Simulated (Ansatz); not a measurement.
# Run report: Al₅P₄, geometry relaxation (part 1 of 2)

Al₅P₄ (slab, 9 atoms in the cell), computed with DFT PBE, scalar-relativistic, plane waves, PAW, no spin polarisation (Ansatz 0.2.0).

The structure derives from an entry of the Crystallography Open Database. It belongs to a series of runs on one base structure; here: (1 0 0) slab, atoms relaxed.

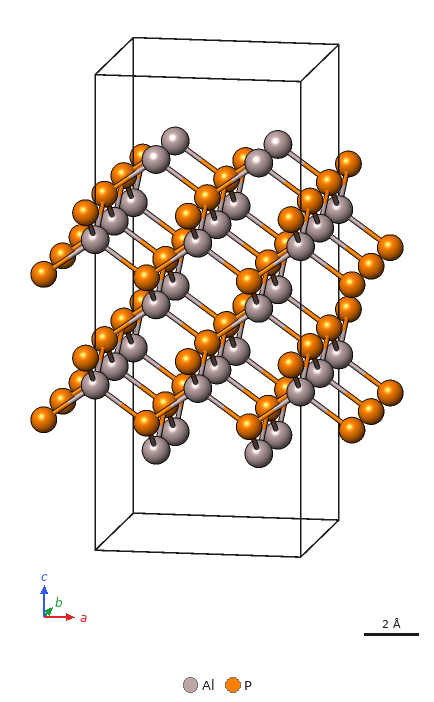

*The structure as given in the input (ball-and-stick view of the 2 × 2 repeat of the cell, with the vacuum cut short, seen slightly off an axis; bonded neighbours outside the cell are drawn too). An atom can appear more than once, as a periodic image.*

Near neighbours in the periodic cell (some may lie outside the picture): Al has 2 P at 2.38 Å; P has 4 Al at 2.38 Å; Al has 4 P at 2.38 Å.

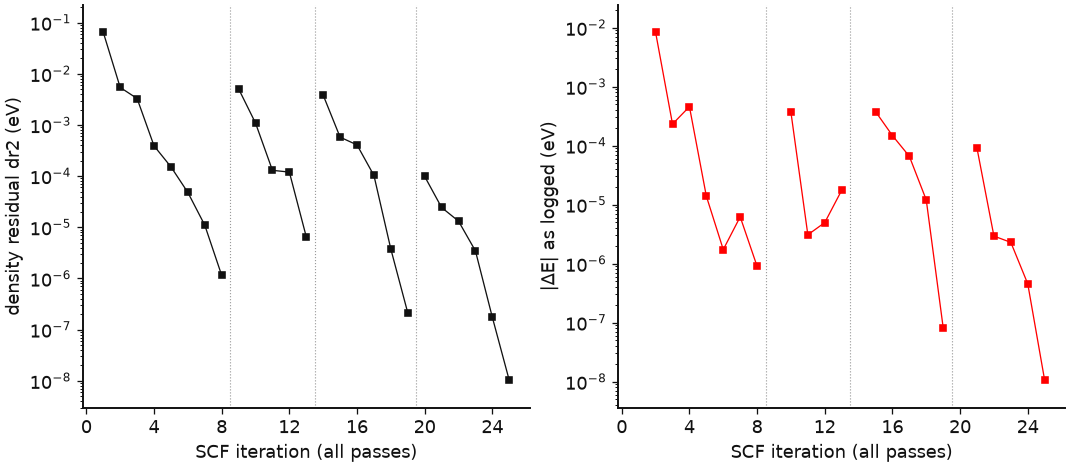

*Convergence of the self-consistent field: density residual dr2 and size of the energy change against the SCF iteration. The dotted lines part the SCF passes of the relaxation: geometry steps, rejected trials and re-solves on a re-selected basis.*

The passes take 8, 5, 6 and 6 iterations.

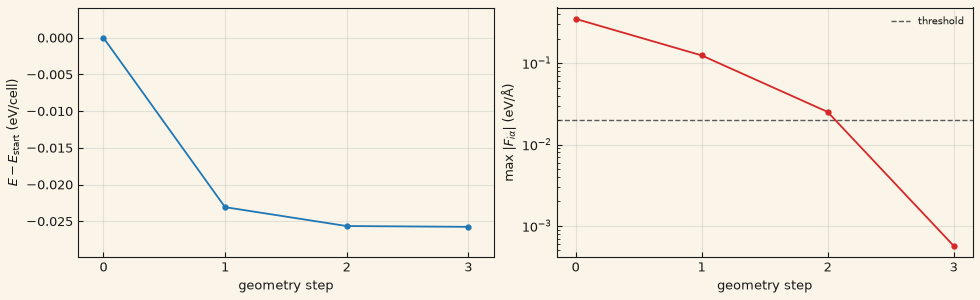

*Progress of the relaxation, step by step (the first geometry is step 0 here and step 1 in the log).*

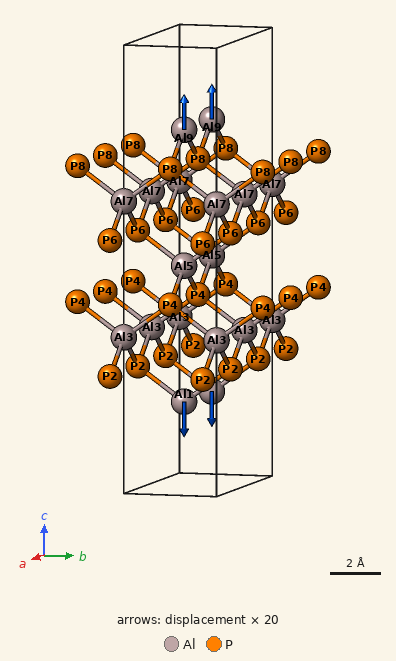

*The starting structure with the displacements as blue arrows, magnified 20 times (ball-and-stick view of the 2 × 1 repeat of the cell, with the vacuum cut short, with bonded neighbours outside it, seen slightly off an axis).*

The largest moves, 0.073 Å, are those of Al1 and Al9. Largest moves by element: Al 0.073 Å, P 0.006 Å. The lattice vectors keep their values. Distances before and after: Al1–P2 2.385 → 2.424 Å, Al7–P8 2.385 → 2.391 Å. Among the angles that change: P2–Al1–P2 109.5° → 106.9°, Al1–P2–Al1 109.5° → 106.9°. After 3 geometry steps the energy has fallen by 25.8 meV per cell of the calculation. The largest force component goes from 0.35 to 0.00057 eV/Å. (Atoms are counted from 1 in the order of the input.)

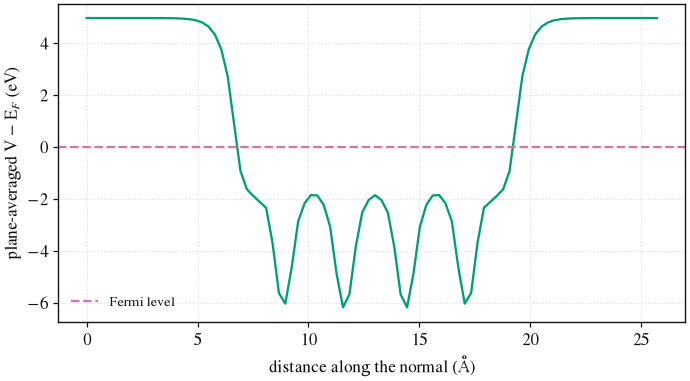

*Plane average of the electrostatic potential energy of an electron across the cell, from the Fermi level.*

The vacuum level lies 4.97 eV above the Fermi level.

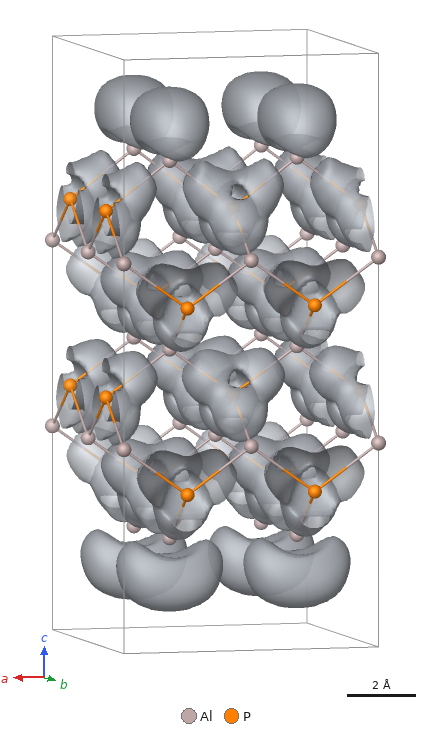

*Isosurface of the electron localisation function at 0.75 (grey), seen at an oblique angle. Core shells and regions of very low density are left out. Sticks mark near contacts.*

Values along the shortest contacts: Al–P (2.38 Å): the ELF peaks at about 0.95 between the atoms, which marks a shared electron pair. Core electrons are frozen (PAW), so the fields are smoothed inside the atomic spheres.

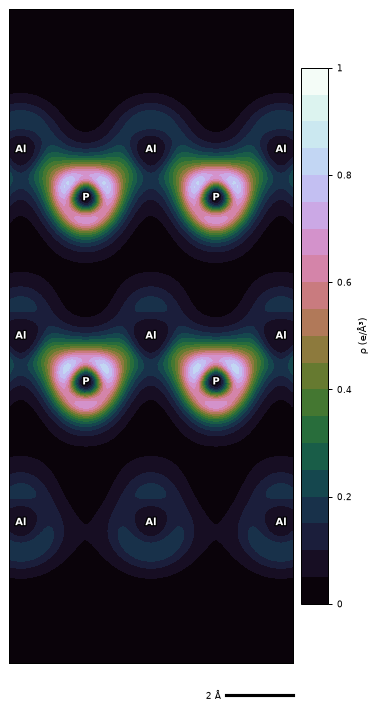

*Valence charge density (pseudo) on the (010) plane of the calculation cell, a cut from vacuum to vacuum.*

Atoms in the plane: Al and P. Al–P (2.38 Å): the density is about 0.51 e/Å³ at the midpoint. Al–P (2.42 Å): the density is about 0.47 e/Å³ at the midpoint. The density dies away to nearly zero in the vacuum.

The input that produced these results follows, with the program's output.

## The input
```yaml
crystal:
  lattice:
    - [3.8938964222, 0.0, 0.0]
    - [0.0, 3.8938964222, 0.0]
    - [0.0, 0.0, 26.0136022615]
  atoms:
    - { symbol: Al, position: [0.5, 0.5, 0.2883107047] }
    - { symbol: P, position: [0.5, 0.0, 0.3412330285] }
    - { symbol: Al, position: [0.0, 0.0, 0.3941553524] }
    - { symbol: P, position: [0.0, 0.5, 0.4470776762] }
    - { symbol: Al, position: [0.5, 0.5, 0.5] }
    - { symbol: P, position: [0.5, 0.0, 0.5529223238] }
    - { symbol: Al, position: [0.0, 0.0, 0.6058446476] }
    - { symbol: P, position: [0.0, 0.5, 0.6587669715] }
    - { symbol: Al, position: [0.5, 0.5, 0.7116892953] }
basis:
  ecutwfc: 420
kpoints:
  mp_grid: { grid: [7, 7, 1] }
hamiltonian:
  xc: pbe
scf:
  occupations: { method: gaussian, width: 0.05 }
output:
  forces: true
  eigenvalues: true
  write_density: true
  write_potential: true
  elf: true
  volumetric_format: npy
relax:
  adjacent_minimum: "off"
  f_tol: 0.02
  max_steps: 60
efield:
  axis: 3
  dipole_correction: true
  ramp_width: 0.04
```

Launched with:
```bash
ansatz run input.yaml --threads 1 --pin off --max-ram 2560MiB --backend cpu --events-out ev --progress --plain --runs-dir out
```

## What the program printed
```
Engine: ansatz 0.2.0, x86_64-unknown-linux-gnu
Pseudopotentials: kind: paw
Pseudopotential: Al, paw, valence charge 3, recommended cutoff 420 eV (normal), Al.paw.azcp
Pseudopotential: P, paw, valence charge 5, recommended cutoff 420 eV (normal), P.paw.azcp
Functional definition: PBE
  parameter kappa = 0.804
  parameter beta = 0.06672455060314922
  exchange = pbe_x(kappa = kappa, mu = beta*pi^2/3)
  correlation = pbe_c(beta = beta)
Crystal: 9 atoms, lattice volume = 394.429 Å³
Basis set: ecut = 420 eV, 7775 PW (Γ), exchange–correlation on 54×54×360 points (8 copies of the dense FFT grid, shifted against one another)
Bands: 27, of which v1, the nominal top of the filled ones, is band 18 counted from 1 (17 counted from 0)
Symmetry: 4 space group operations
k-points: 16 of 49
Non-local potential: Al, projectors of the file, l = 0: 2, l = 1: 2, l = 2: 1
Non-local potential: P, projectors of the file, l = 0: 2, l = 1: 2, l = 2: 2
PAW form: soft (Blöchl's): semilocal exchange-correlation on the pseudo side does not see the compensation charge
PAW one-centre angular grid: Al, 110 points (default); XC on 64 Gauss nodes
PAW one-centre angular grid: P, 110 points (default); XC on 64 Gauss nodes
Initial density: superposition of atomic densities (neutral atoms: chi_scale 0, normalization atom), corrected by the library's trained network
Initial wavefunctions: pseudopotential atomic-orbital guess
Functional: x = pbe(κ = 0.804, μ = 0.2195149727645171), c = pbe(β = 0.06672455060314922)
SCF iter   1: F=—  HF=-5711.477486 eV  |F-HF|=—  |Δ(HF+E_count)|=         —  Δρ=2.09e-3  dr2=6.47e-2  ethr=1.77e-3  p=0.000 e·Å  D=2.93e-14 V/Å  ΔV_dip=-0.00 eV  dr2_dipole=6.09e-6  V_vac-E_F(+/−)=4.73/4.73 eV  ⟨swp⟩=10.6  Hψ=3185  notcnv=0  defer=7
efield: sawtooth ramp at fractional position 0.9800 (placed from the atoms, in the widest stretch of the axis that holds none; the zero of the levels goes with the place), width 0.0400; the density the first Hamiltonian is built on has a dipole p = 0.000 e·Å; the dipole correction subtracts the counter field D = 2.93e-14 V/Å, which shifts the + side's vacuum level by -0.00 eV against the − side's; the planar-averaged density in the ramp window peaks in size at 4.4e-5 e/Å³
preconditioner: auto → LDOS  [insulator: Δε(μ)=0.095 eV  Ē_g=7.725 eV  σ=0.050 eV  W_gap=0.59  n_scr=42 (ndim 8)  ℏωp=11.1 eV  f_vac=0.415  D(μ)=6.12/eV (n_scr^D=24)  ε∞_Penn≈3.1  β→1.0]
SCF iter   2: F=—  HF=-5711.469161 eV  |F-HF|=—  |Δ(HF+E_count)|=   8.32e-3  Δρ=9.03e-4  dr2=5.42e-3  ethr=1.85e-4  p=-0.000 e·Å  D=-5.38e-5 V/Å  ΔV_dip=0.00 eV  dr2_dipole=4.86e-8  V_vac-E_F(+/−)=4.88/4.88 eV  ⟨swp⟩=3.4  Hψ=908  notcnv=0  defer=61
SCF iter   3: F=—  HF=-5711.469393 eV  |F-HF|=—  |Δ(HF+E_count)|=   2.32e-4  Δρ=4.46e-4  dr2=3.29e-3  ethr=1.55e-5  p=-0.000 e·Å  D=-3.20e-5 V/Å  ΔV_dip=0.00 eV  dr2_dipole=1.49e-6  V_vac-E_F(+/−)=4.89/4.89 eV  ⟨swp⟩=2.1  Hψ=637  notcnv=0  defer=61
SCF iter   4: F=—  HF=-5711.468935 eV  |F-HF|=—  |Δ(HF+E_count)|=   4.58e-4  Δρ=1.54e-4  dr2=3.91e-4  ethr=9.39e-6  p=-0.000 e·Å  D=-2.21e-5 V/Å  ΔV_dip=0.00 eV  dr2_dipole=2.68e-7  V_vac-E_F(+/−)=4.91/4.91 eV  ⟨swp⟩=2.2  Hψ=615  notcnv=0  defer=61
SCF iter   5: F=—  HF=-5711.468922 eV  |F-HF|=—  |Δ(HF+E_count)|=   1.39e-5  Δρ=6.22e-5  dr2=1.52e-4  ethr=1.12e-6  p=-0.000 e·Å  D=-1.50e-5 V/Å  ΔV_dip=0.00 eV  dr2_dipole=4.95e-8  V_vac-E_F(+/−)=4.92/4.92 eV  ⟨swp⟩=2.6  Hψ=655  notcnv=0  defer=61
SCF iter   6: F=—  HF=-5711.468920 eV  |F-HF|=—  |Δ(HF+E_count)|=   1.73e-6  Δρ=3.37e-5  dr2=4.80e-5  ethr=4.34e-7  p=-0.000 e·Å  D=-7.41e-6 V/Å  ΔV_dip=0.00 eV  dr2_dipole=2.82e-8  V_vac-E_F(+/−)=4.93/4.93 eV  ⟨swp⟩=2.2  Hψ=437  notcnv=0  defer=61
SCF iter   7: F=—  HF=-5711.468914 eV  |F-HF|=—  |Δ(HF+E_count)|=   6.21e-6  Δρ=1.71e-5  dr2=1.10e-5  ethr=1.37e-7  p=-0.000 e·Å  D=-1.24e-6 V/Å  ΔV_dip=0.00 eV  dr2_dipole=1.44e-12  V_vac-E_F(+/−)=4.94/4.94 eV  ⟨swp⟩=2.3  Hψ=462  notcnv=0  defer=61
SCF iter   8: F=-5711.468912 eV  HF=-5711.468913 eV  |F-HF|=7.35e-7  |Δ(HF+E_count)|=   9.00e-7  Δρ=7.50e-6  dr2=1.15e-6  ethr=2.86e-8  p=0.000 e·Å  D=1.33e-7 V/Å  ΔV_dip=-0.00 eV  dr2_dipole=8.25e-10  V_vac-E_F(+/−)=4.94/4.94 eV  ⟨swp⟩=21.1  Hψ=4402  notcnv=0
SCF 1 converged in 8 iterations: F = -5711.468912 eV  dr2 = 1.15e-6
  greatest PAW one-centre occupation: 0.785 electrons in one spin orbital (limit 2), on the P atom at site 7 (counted from 0), in its partial waves of l = 0
relax step   1: F+E_penalty+E_count = -5711.46891194 eV  Δ(F+E_penalty+E_count) = +0.000e0 eV  max|allowed force component| = 3.497e-1 eV/Å  Δτ_max = 0.0000 Å  (8 SCF iters, dr2 threshold 1.00e-5 eV, accepted)
Initial density: handed on by an earlier stage of this run
Initial wavefunctions: those handed on with the density
iter 1 solved again at ethr=1.44e-5 eV; its pass at ethr=3.10e-3 eV (dr2=5.02e-3 eV) is discarded
SCF iter   1: F=—  HF=-5711.492365 eV  |F-HF|=—  |Δ(HF+E_count)|=         —  Δρ=8.38e-4  dr2=5.09e-3  ethr=1.44e-5  p=0.000 e·Å  D=1.33e-7 V/Å  ΔV_dip=-0.00 eV  dr2_dipole=8.07e-10  V_vac-E_F(+/−)=4.96/4.96 eV  ⟨swp⟩=2.3  Hψ=1788  notcnv=0  defer=61
efield: sawtooth ramp at fractional position 0.9800 (handed on by an earlier solve), width 0.0400; the density the first Hamiltonian is built on has a dipole p = 0.000 e·Å; the dipole correction subtracts the counter field D = 1.33e-7 V/Å, which shifts the + side's vacuum level by -0.00 eV against the − side's; the planar-averaged density in the ramp window peaks in size at 5.6e-7 e/Å³
preconditioner: auto → LDOS  [insulator: Δε(μ)=0.076 eV  Ē_g=7.696 eV  σ=0.050 eV  W_gap=0.72  n_scr=42 (ndim 8)  ℏωp=11.1 eV  f_vac=0.406  D(μ)=3.37/eV (n_scr^D=10)  ε∞_Penn≈3.1  β→1.0]
SCF iter   2: F=—  HF=-5711.491998 eV  |F-HF|=—  |Δ(HF+E_count)|=   3.67e-4  Δρ=2.16e-4  dr2=1.09e-3  ethr=1.44e-5  p=0.000 e·Å  D=2.04e-7 V/Å  ΔV_dip=-0.00 eV  dr2_dipole=4.13e-11  V_vac-E_F(+/−)=4.96/4.96 eV  ⟨swp⟩=2.1  Hψ=435  notcnv=0  defer=61
SCF iter   3: F=—  HF=-5711.492001 eV  |F-HF|=—  |Δ(HF+E_count)|=   3.08e-6  Δρ=1.01e-4  dr2=1.30e-4  ethr=3.10e-6  p=0.000 e·Å  D=1.02e-7 V/Å  ΔV_dip=-0.00 eV  dr2_dipole=4.77e-11  V_vac-E_F(+/−)=4.96/4.96 eV  ⟨swp⟩=2.5  Hψ=527  notcnv=0  defer=61
SCF iter   4: F=—  HF=-5711.492006 eV  |F-HF|=—  |Δ(HF+E_count)|=   4.96e-6  Δρ=6.98e-5  dr2=1.20e-4  ethr=3.72e-7  p=0.000 e·Å  D=7.07e-8 V/Å  ΔV_dip=-0.00 eV  dr2_dipole=3.87e-11  V_vac-E_F(+/−)=4.96/4.96 eV  ⟨swp⟩=2.2  Hψ=617  notcnv=0  defer=61
SCF iter   5: F=-5711.491984 eV  HF=-5711.491988 eV  |F-HF|=4.14e-6  |Δ(HF+E_count)|=   1.75e-5  Δρ=2.06e-5  dr2=6.52e-6  ethr=2.18e-8  p=0.000 e·Å  D=2.37e-8 V/Å  ΔV_dip=-0.00 eV  dr2_dipole=6.69e-12  V_vac-E_F(+/−)=4.96/4.96 eV  ⟨swp⟩=20.3  Hψ=4940  notcnv=0
SCF 2 converged in 5 iterations: F = -5711.491984 eV  dr2 = 6.52e-6
relax step   2: F+E_penalty+E_count = -5711.49198409 eV  Δ(F+E_penalty+E_count) = -2.307e-2 eV  max|allowed force component| = 1.244e-1 eV/Å  Δτ_max = 0.0546 Å  (5 SCF iters, dr2 threshold 7.64e-6 eV, accepted)
```
